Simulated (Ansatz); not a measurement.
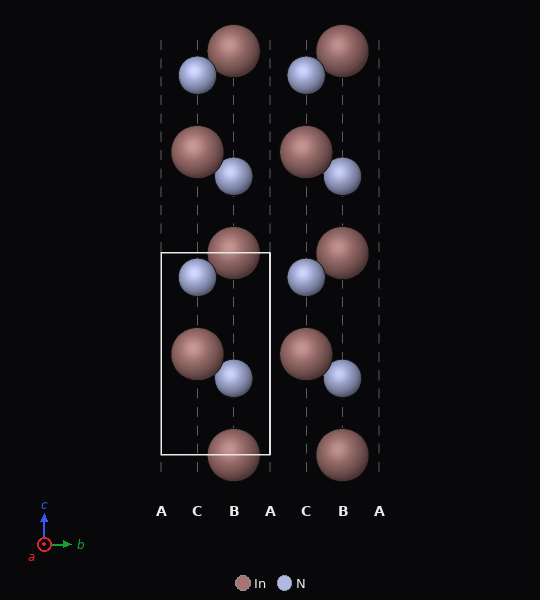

Projection along an edge of the hexagonal mesh, stacking direction c upwards. The dashed lines mark the three columns A (0, 0), B (1/3, 2/3) and C (2/3, 1/3). The sequence starts with the first layer at or above the cell's origin.

The compound is InN, taken as coordinates from a relaxation at fixed volume with DFT PBE, scalar-relativistic, plane waves, PAW in Ansatz 0.2.0.

> Read off the stacking sequence over one period.

In(B) – N(B) – In(C) – N(C) (four layers in 5.53 Å).

> How are the N layers alone stacked?

N layers alone: BC, the hexagonal close-packed type.

> Which positions between or in the N layers do the other atoms fill?

In: two tetrahedral sites (per hexagonal cell).

> What short polytype symbol fits?

Polytype symbol 2H, the symbol of a tetrahedral polytype (number of double layers in the repeat and lattice).
